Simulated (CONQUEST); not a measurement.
## Single-point calculation at one volume of an equation of state, with input and output: Al

- system: Al (Fm-3m, 2 atoms in the cell)
- method: Kohn-Sham DFT of a periodic cell, LDA, PseudoDojo NC LDA, no spin polarisation (CONQUEST 1.3)

The structure derives from an entry of the Crystallography Open Database. It belongs to a series of runs on one base structure; here: volume scaled by 1.04.

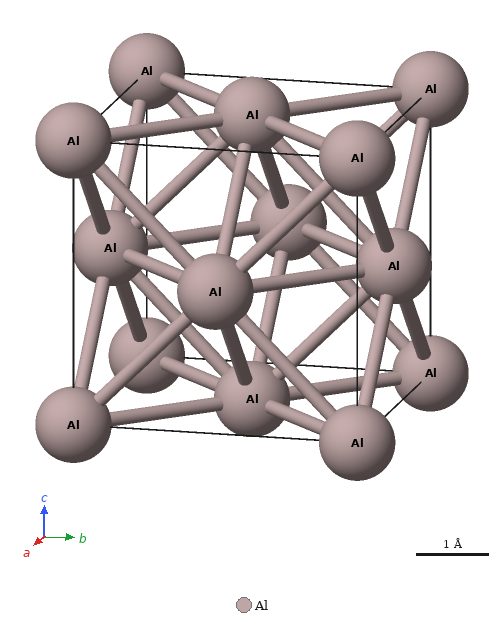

The structure as given in the input (ball-and-stick view of the cell 2 times as large as that of the calculation, set on its symmetry axes, seen slightly off an axis). Near neighbours in the crystal (not all of them lie inside the picture): Al has 12 Al at 2.90 Å.

## Input
```
IO.Title Al
IO.Coordinates coords.dat
IO.FractionalAtomicCoords T
IO.Iprint 2
IO.Iprint_init 1
General.NumberOfSpecies 1
General.PseudopotentialType hamann
AtomMove.TypeOfRun static
AtomMove.FullStress T
Grid.PointsAlongX 32
Grid.PointsAlongY 32
Grid.PointsAlongZ 40
DM.SolutionMethod diagon
Diag.MPMesh T
Diag.GammaCentred T
Diag.MPMeshX 9
Diag.MPMeshY 9
Diag.MPMeshZ 7
Diag.kT 0.00183747
minE.SCTolerance 1e-6
SC.MaxIters 100
IO.AtomChargeOutput T
%block ChemicalSpeciesLabel
1 26.980 Al
%endblock
```

Command:
```bash
Conquest
```

## Log
```
Simulation cell dimensions:     5.4825 a0 x     5.4825 a0 x     7.7534 a0

      Atomic coordinates (a0)
         Atom         X         Y         Z  Species
            1    0.0000    0.0000    0.0000        1
            2    2.7412    2.7412    3.8767        1

         Monkhorst-Pack mesh:   9 x   9 x   7 gamma-centred
        This calculation includes non-local pseudopotentials,
         with a maximum core radius of      8.23709393

    Job title: Al
    Job to be run: static calculation

    Ground state search:
      Support functions represented with PAO basis
      1:1 PAO to SF mapping
      Non-spin-polarised electrons
      Solving for the K matrix using diagonalisation
      Using Fermi-Dirac smearing

    Integration grid size:     32 x   32 x   40

    Integration grid spacing:  0.171 a0 x 0.171 a0 x 0.194 a0

    Number of species:  1
    --------------------------------------------------------
    |   #  mass (au)  Charge (e)  SF Rad (a0)  NSF  Label  |
    --------------------------------------------------------
    |   1     26.980       3.000        8.529   13  Al     |
    --------------------------------------------------------
          SCF tolerance:                 0.00000100
          SCF iterations:               100

    LibXC version:  6. 2. 2
    Using the LDA functional Slater exchange
    Using the LDA functional Perdew & Wang

           radial cut-off to be used is taken to be max PAO cut-off radius for this species:    8.237094

           greatest ang. mom. for making density from PAOs:  2
    Minimum blocs/proc is      640. Maximum blocs/proc is      640
    set_atom_dens: In set_atomic_density, electrons :       6.000000000000
 matrix_size & matrix_size_padH =           26          26

    Screened ion int: energy:      -2.440277279230 Ha

    new_SC_potl: Starting.  Tolerance:  0.10000E-05

    PulayMixSC: Starting Pulay mixing, A_up =  0.500 A_dn =  0.500
    PulayMixSC: Spin non-polarised calculation.
          Harris-Foulkes Energy            :        -4.715057476539142 Ha
          GroundState Energy (E-(1/2)TS)   :        -4.715159482957247 Ha
          Free Energy (E-TS)               :        -4.715261489375351 Ha
          DFT Total Energy                 :        -4.714085315377522 Ha
          Total number of electrons        :         5.999999999999940
    PulayMixSC: Pulay iteration     1 residual:              0.42697E-02
          Harris-Foulkes Energy            :        -4.714339326442507 Ha
          GroundState Energy (E-(1/2)TS)   :        -4.714442902861556 Ha
          Free Energy (E-TS)               :        -4.714546479280606 Ha
          DFT Total Energy                 :        -4.714113749925913 Ha
          Total number of electrons        :         6.000025798587677
    PulayMixSC: Pulay iteration     2 residual:              0.20761E-02
          Harris-Foulkes Energy            :        -4.714119801104555 Ha
          GroundState Energy (E-(1/2)TS)   :        -4.714224894750096 Ha
          Free Energy (E-TS)               :        -4.714329988395637 Ha
          DFT Total Energy                 :        -4.714119746584874 Ha
          Total number of electrons        :         6.000052768956974
    PulayMixSC: Pulay iteration     3 residual:              0.54875E-04
          Harris-Foulkes Energy            :        -4.714119643733628 Ha
          GroundState Energy (E-(1/2)TS)   :        -4.714224741317257 Ha
          Free Energy (E-TS)               :        -4.714329838900885 Ha
          DFT Total Energy                 :        -4.714119643760732 Ha
          Total number of electrons        :         6.000052559822367
    PulayMixSC: Pulay iteration     4 residual:              0.21664E-05
          Harris-Foulkes Energy            :        -4.714120120603630 Ha
          GroundState Energy (E-(1/2)TS)   :        -4.714225219891268 Ha
          Free Energy (E-TS)               :        -4.714330319178907 Ha
          DFT Total Energy                 :        -4.714120120602002 Ha
          Total number of electrons        :         6.000052304692154
    PulayMixSC: Pulay iteration     5 residual:              0.25333E-06
    PulayMixSC: Reached SCF tolerance of  0.25333E-06 after      5 iterations
      | Number of electrons      =         6.000052
      |* band energy as 2Tr[K.H] =        -2.224787762245113 Ha
      |  screened ion-ion energy =        -2.440277279229873 Ha
      |  Ha correction           =         0.002580257949914 Ha
      |  XC correction           =        -0.051635199174620 Ha
      | GS Energy as E-(1/2)TS   =        -4.714225219891268 Ha
      | Free Energy as E-TS      =        -4.714330319178907 Ha
      |* Harris-Foulkes energy   =        -4.714120120603630 Ha
      |* DFT total energy        =        -4.714120120602002 Ha
      |  estimated accuracy      =        -0.000000000001627 Ha

    force: Forces on atoms (Ha/a0)
    force:  Atom   X              Y              Z
    force:     1   0.0000000000   0.0000000000  -0.0000000000
    force:     2  -0.0000000000  -0.0000000000  -0.0000000000

    force: Maximum force :        0.00000000(Ha/a0) on atom         2 in z direction
    force: Force Residual:        0.00000000 Ha/a0
    force: Total stress:          4.80871983     0.00000000     0.00000000 GPa
                             0.00000000     4.80871983     0.00000000
                             0.00000000     0.00000000     6.11874058
    force: Average pressure:     -5.24539341 GPa

    force: Finished force
    get_E_and_F: Change in energy during last step of electronic optimisation: -0.47687E-06

    BIBLIOGRAPHY: Please consider citing the following references in the conquest.bib file

    CONQUEST:         Bowler2002pt, Miyazaki2004, Nakata2020
    Basis:            Bowler2019
    DM:               Bowler:2006xr
    Pseudopotentials: Hamann2013, Bowler2019
    XC references from LibXC:
      P. A. M. Dirac.,  Math. Proc. Cambridge Philos. Soc. 26, 376 (1930)
```

## File coords.dat
```
    5.4824521410     0.0000000000     0.0000000000
    0.0000000000     5.4824521410     0.0000000000
    0.0000000000     0.0000000000     7.7533581733
2
  0.0000000000   0.0000000000   0.0000000000 1 T T T
  0.5000000000   0.5000000000   0.5000000000 1 T T T
```

## Summary

```csv
quantity,value
outcome,converged
space group (tolerance 0.01 Å),Fm-3m (225)
electrons treated,6
free energy,−128.2835 eV
Fermi energy,−5.798 eV
gap on the k-point mesh,none (metallic)
pressure,−5.25 GPa
largest force (length of the vector),under 0.001 eV/Å
hardware,"1 thread of Intel Xeon (Sapphire Rapids), 16 GiB of memory available, shared host"
wall time,44 s
peak memory,0.47 GiB
```

The cell is under a tension of 5.2 GPa at this level, so it is not at its equilibrium volume.
